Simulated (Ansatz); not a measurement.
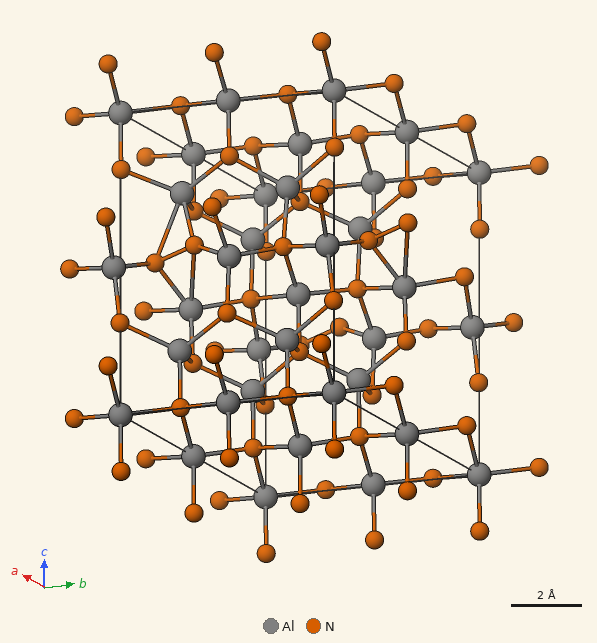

Ball-and-stick model, viewed from a general direction. The simulation cell is drawn as a box. Some atoms of the next cells are drawn as well.

Al₁₆N₁₇, a = 6.26 Å, b = 6.26 Å, c = 10.04 Å, α = 90.00°, β = 90.00°, γ = 120.00°.

All computed values are from DFT PBE, scalar-relativistic, plane waves, PAW (Ansatz). Settings: cutoff 420 eV, 2×2×2 k-points, Gaussian smearing of 0.02 eV, collinear spins.

### Predict the gap.

A semiconductor at this level, with a gap of 0.29 eV on the k-mesh (the true edges may lie between mesh points, so the gap can be somewhat smaller).

The starting point was a structure listed in the Materials Project, repeated into a supercell with a point defect put in. The cell was then strained or its atoms displaced on purpose. The atoms were relaxed in a fixed cell with DFT PBE, scalar-relativistic, plane waves, PAW in Ansatz.
